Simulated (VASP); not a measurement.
**GaN: geometry relaxation (part 2 of 3)**

Continued. System: GaN (F-43m, 2 atoms in the cell). Method: Kohn-Sham DFT of a periodic cell, PBE, VASP PAW PBE potentials, recommended, no spin polarisation (VASP 6.6.1); cutoff 200 eV, 12×12×12 k-mesh, Gaussian smearing of 0.02 eV. The structure derives from a Materials Project entry.

Geometry of the input (Å; fractional positions):
```
0.0000  2.2535  2.2535
2.2535  0.0000  2.2535
2.2535  2.2535  0.0000
Ga 0.0000  0.0000  0.0000
N  0.7500  0.7500  0.7500
```

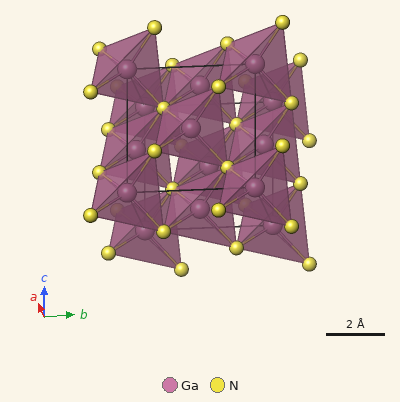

Fig. 1: The starting structure (polyhedral view of the cell 4 times as large as that of the calculation, set on its symmetry axes, seen at an oblique angle; polyhedra are completed across the faces of the cell).

Parts of OUTCAR, continued:
```
 Following reciprocal coordinates:
            Coordinates               Weight
  0.000000  0.000000  0.000000      1.000000
  0.083333  0.000000  0.000000      8.000000
  0.166667  0.000000  0.000000      8.000000
  0.250000  0.000000  0.000000      8.000000
  0.333333  0.000000  0.000000      8.000000
  0.416667  0.000000  0.000000      8.000000
  0.500000  0.000000  0.000000      4.000000
  0.083333  0.083333  0.000000      6.000000
  0.166667  0.083333  0.000000     24.000000
  0.250000  0.083333  0.000000     24.000000
  0.333333  0.083333  0.000000     24.000000
  0.416667  0.083333  0.000000     24.000000
  0.500000  0.083333  0.000000     24.000000
 -0.416667  0.083333  0.000000     24.000000
 -0.333333  0.083333  0.000000     24.000000
 -0.250000  0.083333  0.000000     24.000000
 -0.166667  0.083333  0.000000     24.000000
 -0.083333  0.083333  0.000000     12.000000
  0.166667  0.166667  0.000000      6.000000
  0.250000  0.166667  0.000000     24.000000
  0.333333  0.166667  0.000000     24.000000
  0.416667  0.166667  0.000000     24.000000
  0.500000  0.166667  0.000000     24.000000
 -0.416667  0.166667  0.000000     24.000000
 [... further k-points ...]
   k-points           NKPTS =     72   k-points in BZ     NKDIM =     72   number of bands    NBANDS=     13
   number of dos      NEDOS =    301   number of ions     NIONS =      2
   total plane-waves  NPLWV =   4096
   dimension x,y,z NGX =    16 NGY =   16 NGZ =   16
   dimension x,y,z NGXF=    32 NGYF=   32 NGZF=   32
   ions per type =               1   1
   NGX,Y,Z   is equivalent  to a cutoff of   8.35,  8.35,  8.35 a.u.
   NGXF,Y,Z  is equivalent  to a cutoff of  16.69, 16.69, 16.69 a.u.
 SYSTEM =  unknown system
   PREC   = accura    normal or accurate (medium, high low for compatibility)
   ISTART =      0    job   : 0-new  1-cont  2-samecut
   ICHARG =      2    charge: 1-file 2-atom 10-const
   ISPIN  =      1    spin polarized calculation?
   LNONCOLLINEAR =      F non collinear calculations
   LSORBIT =      F    spin-orbit coupling
   LASPH  =      T    aspherical Exc in radial PAW
   ENCUT  =  200.0 eV  14.70 Ry    3.83 a.u.   3.67  3.67  3.67*2*pi/ulx,y,z
   NELM   =    100;   NELMIN=  2; NELMDL= -5     # of ELM steps
   EDIFF  = 0.1E-06   stopping-criterion for ELM
   LREAL  =      F    real-space projection
   EDIFFG = -.2E-02   stopping-criterion for IOM
   NSW    =     80    number of steps for IOM
   IBRION =      2    ionic relax: 0-MD 1-quasi-New 2-CG
   NFREE  =      1    steps in history (QN), initial steepest desc. (CG)
   ISIF   =      3    stress and relaxation
   ISYM   =      2    0-nonsym 1-usesym 2-fastsym
   POTIM  = 0.5000    time-step for ionic-motion
   TEBEG  =    0.0;   TEEND  =   0.0 temperature during run
   PSTRESS=    0.0 pullay stress
   NELECT =      18.0000    total number of electrons
   NUPDOWN=      -1.0000    fix difference up-down
   EMIN   =  10.00;   EMAX   =-10.00  energy-range for DOS
   EFERMI =   0.00;   METHOD = LEGACY
   ISMEAR =     0;   SIGMA  =   0.02  broadening in eV -4-tet -1-fermi 0-gaus
   EFERMI_NEDOS =   21; number of points for ismear=-14 and -15
   IALGO  =     38    algorithm
   IMIX   =      4    mixing-type and parameters
     AMIX     =   0.40;   BMIX     =  1.00
     AMIX_MAG =   1.60;   BMIX_MAG =  1.00
  volume/ion in A,a.u.               =      11.44        77.23
  Fermi-wavevector in a.u.,A,eV,Ry     =   1.511117  2.855596 31.068543  2.283473
  Thomas-Fermi vector in A             =   2.621216
   LORBIT       =      0    0 simple, 1 ext, 2 COOP (PROOUT), +10 PAW based schemes
   GGA     = PE    functional components
   LHFCALC =     F    Hartree Fock is set to
   AEXX    =    0.0000 exact exchange contribution
   IVDW    =     0    specifies the selected vdW correction
   LEPSILON=     F    determine dielectric tensor
   LRPA    =     F    only Hartree local field effects (RPA)
 conjugate gradient relaxation of ions
 non-spin polarized calculation
 Gauss-broadening in eV      SIGMA  =   0.02
  energy-cutoff  :      200.00
  volume of cell :       22.89
 maximum number of plane-waves:       169
   NGX =  7   NGY =  7   NGZ =  7

--------------------------------------- Ionic step        1  -------------------------------------------

 number of electron      17.9999893 magnetization

 Free energy of the ion-electron system (eV)
  ---------------------------------------------------
  ext. energy  EPLUGINS =         0.00000000
  ---------------------------------------------------
  free energy    TOTEN  =       -11.92401637 eV

  energy without entropy =      -11.92401637  energy(sigma->0) =      -11.92401637

------------------------ aborting loop because EDIFF is reached ----------------------------------------

  FORCE on cell =-STRESS in cart. coord.  units (eV):
  Direction    XX          YY          ZZ          XY          YZ          ZX
  --------------------------------------------------------------------------------------
  -------------------------------------------------------------------------------------
  Total      -16.6515315    -16.6515315    -16.6515315      0.0000000     -0.0000000      0.0000000
  in kB    -1165.6327235  -1165.6327235  -1165.6327235      0.0000000     -0.0000000      0.0000000
  external PRESSURE =   -1165.6327235 kB  Pullay stress =       0.0000000 kB

 VOLUME and BASIS-vectors are now :
 -----------------------------------------------------------------------------
  energy-cutoff  :      200.00
  volume of cell :       22.89
      direct lattice vectors                 reciprocal lattice vectors
     0.000000000  2.253500610  2.253500610    -0.221877020  0.221877020  0.221877020
     2.253500610  0.000000000  2.253500610     0.221877020 -0.221877020  0.221877020
     2.253500610  2.253500610  0.000000000     0.221877020  0.221877020 -0.221877020

 POSITION                                       TOTAL-FORCE (eV/Angst)
 -----------------------------------------------------------------------------------
      0.00000      0.00000      0.00000         0.000000      0.000000      0.000000
      3.38025      3.38025      3.38025        -0.000000     -0.000000     -0.000000
 -----------------------------------------------------------------------------------
    total drift:                               -0.000009     -0.000009     -0.000013

  FREE ENERGIE OF THE ION-ELECTRON SYSTEM (eV)
  ---------------------------------------------------
  free  energy   TOTEN  =       -11.9240163656 eV

  energy  without entropy=      -11.9240163656  energy(sigma->0) =      -11.92401637

--------------------------------------- Ionic step        2  -------------------------------------------

 number of electron      18.0000002 magnetization

 E-fermi :  46.5565     XC(G=0): -22.8824     alpha+bet :-62.4554

 val. band max:       46.2507667745   @ k =   0.0000   0.0000   0.0000
 cond. band min:      50.6062371828   @ k =   0.5000   0.0000   0.0000
 fundamental gap:      4.3554704083
 Fermi energy:        46.5565047834

 k-point     1 :       0.0000    0.0000    0.0000
  band No.  band energies     occupation
      1       2.4534      2.00000
      2      12.9103      2.00000
      3      12.9103      2.00000
      4      12.9103      2.00000
      5      20.0317      2.00000
      6      20.0317      2.00000
      7      46.2508      2.00000
      8      46.2508      2.00000
      9      46.2508      2.00000
     10      52.9448      0.00000
     11      66.5374      0.00000
     12      66.5374      0.00000
     13      66.5374      0.00000

 k-point     2 :       0.0833    0.0000    0.0000
  band No.  band energies     occupation
      1       2.8283      2.00000
      2      12.7410      2.00000
      3      13.1045      2.00000
      4      13.1045      2.00000
      5      19.9222      2.00000
      6      19.9222      2.00000
      7      45.2818      2.00000
      8      46.0604      2.00000
      9      46.0604      2.00000
     10      53.3251      0.00000
     11      63.7063      0.00000
     12      66.7357      0.00000
     13      66.7357      0.00000

 k-point     3 :       0.1667    0.0000    0.0000
  band No.  band energies     occupation
      1       3.8963      2.00000
      2      12.3329      2.00000
      3      13.5559      2.00000
      4      13.5559      2.00000
      5      19.7369      2.00000
      6      19.7369      2.00000
      7      42.5377      2.00000
      8      45.4160      2.00000
      9      45.4160      2.00000
     10      54.1293      0.00000
     11      60.1176      0.00000
     12      67.0259      0.00000
     13      67.0259      0.00000

 k-point     4 :       0.2500    0.0000    0.0000
  band No.  band energies     occupation
      1       5.4248      2.00000
      2      12.0479      2.00000
      3      13.9790      2.00000
      4      13.9790      2.00000
      5      19.8316      2.00000
      6      19.8316      2.00000
      7      38.6654      2.00000
      8      44.2461      2.00000
      9      44.2461      2.00000
     10      53.5912      0.00000
     11      59.7415      0.00000
     12      66.8950      0.00000
     13      66.8950      0.00000

 k-point     5 :       0.3333    0.0000    0.0000
  band No.  band energies     occupation
      1       6.8327      2.00000
      2      12.4231      2.00000
      3      14.1111      2.00000
      4      14.1111      2.00000
      5      20.4278      2.00000
      6      20.4279      2.00000
      7      34.5450      2.00000
      8      42.7319      2.00000
      9      42.7319      2.00000
     10      52.0448      0.00000
     11      61.8590      0.00000
     12      66.3984      0.00000
     13      66.3984      0.00000

 [... the levels of 18 k-points are left out ...]

 k-point    24 :      -0.4167    0.1667    0.0000
  band No.  band energies     occupation
      1       8.8186      2.00000
      2      12.1697      2.00000
      3      14.3574      2.00000
      4      15.1701      2.00000
      5      20.9296      2.00000
      6      23.1992      2.00000
      7      29.1666      2.00000
      8      38.4121      2.00000
      9      39.7388      2.00000
     10      50.9910      0.00000
     11      64.7875      0.00000
     12      67.1996      0.00000
     13      69.2795      0.00000

 [... further k-points ...]

------------------------ aborting loop because EDIFF is reached ----------------------------------------

  FORCE on cell =-STRESS in cart. coord.  units (eV):
  Direction    XX          YY          ZZ          XY          YZ          ZX
  --------------------------------------------------------------------------------------
  -------------------------------------------------------------------------------------
  Total      216.2435678    216.2435678    216.2435678      0.0000000      0.0000000      0.0000000
  in kB    70664.3200578  70664.3200578  70664.3200578      0.0000000      0.0000000      0.0000000
  external PRESSURE =   70664.3200578 kB  Pullay stress =       0.0000000 kB

 VOLUME and BASIS-vectors are now :
 -----------------------------------------------------------------------------
  energy-cutoff  :      200.00
  volume of cell :        4.90
      direct lattice vectors                 reciprocal lattice vectors
     0.000000000  1.348366229  1.348366229    -0.370819136  0.370819136  0.370819136
     1.348366229 -0.000000000  1.348366229     0.370819136 -0.370819136  0.370819136
     1.348366229  1.348366229 -0.000000000     0.370819136  0.370819136 -0.370819136

 POSITION                                       TOTAL-FORCE (eV/Angst)
 -----------------------------------------------------------------------------------
      1.34837      1.34837     -0.00000        -0.000000     -0.000000      0.000000
      2.02255      2.02255      2.02255         0.000000      0.000000     -0.000000
 -----------------------------------------------------------------------------------
    total drift:                                0.000000      0.000000      0.000001

  FREE ENERGIE OF THE ION-ELECTRON SYSTEM (eV)
  ---------------------------------------------------
  free  energy   TOTEN  =        86.9397835675 eV

  energy  without entropy=       86.9397835675  energy(sigma->0) =       86.93978357

--------------------------------------- Ionic step        3  -------------------------------------------

 number of electron      18.0000067 magnetization

------------------------ aborting loop because EDIFF is reached ----------------------------------------

  FORCE on cell =-STRESS in cart. coord.  units (eV):
  Direction    XX          YY          ZZ          XY          YZ          ZX
  --------------------------------------------------------------------------------------
  -------------------------------------------------------------------------------------
  Total       -5.3996590     -5.3996590     -5.3996590      0.0000000      0.0000000      0.0000000
  in kB     -438.1822458   -438.1822458   -438.1822458      0.0000000      0.0000000      0.0000000
  external PRESSURE =    -438.1822458 kB  Pullay stress =       0.0000000 kB

 VOLUME and BASIS-vectors are now :
 -----------------------------------------------------------------------------
  energy-cutoff  :      200.00
  volume of cell :       19.74
      direct lattice vectors                 reciprocal lattice vectors
     0.000000000  2.145181531  2.145181531    -0.233080508  0.233080508  0.233080508
     2.145181531 -0.000000000  2.145181531     0.233080508 -0.233080508  0.233080508
     2.145181531  2.145181531 -0.000000000     0.233080508  0.233080508 -0.233080508

 POSITION                                       TOTAL-FORCE (eV/Angst)
 -----------------------------------------------------------------------------------
      2.14518      2.14518      4.29036         0.000000      0.000000     -0.000000
      3.21777      3.21777      3.21777        -0.000000     -0.000000      0.000000
 -----------------------------------------------------------------------------------
    total drift:                                0.000003      0.000003      0.000001

  FREE ENERGIE OF THE ION-ELECTRON SYSTEM (eV)
  ---------------------------------------------------
  free  energy   TOTEN  =       -13.5331238854 eV

  energy  without entropy=      -13.5331238854  energy(sigma->0) =      -13.53312389

--------------------------------------- Ionic step        4  -------------------------------------------

 number of electron      18.0000010 magnetization

------------------------ aborting loop because EDIFF is reached ----------------------------------------

  FORCE on cell =-STRESS in cart. coord.  units (eV):
  Direction    XX          YY          ZZ          XY          YZ          ZX
  --------------------------------------------------------------------------------------
  -------------------------------------------------------------------------------------
  Total       -3.4734041     -3.4734041     -3.4734041      0.0000000      0.0000000     -0.0000000
  in kB     -289.6592162   -289.6592162   -289.6592162      0.0000000      0.0000000     -0.0000000
  external PRESSURE =    -289.6592162 kB  Pullay stress =       0.0000000 kB

 VOLUME and BASIS-vectors are now :
```
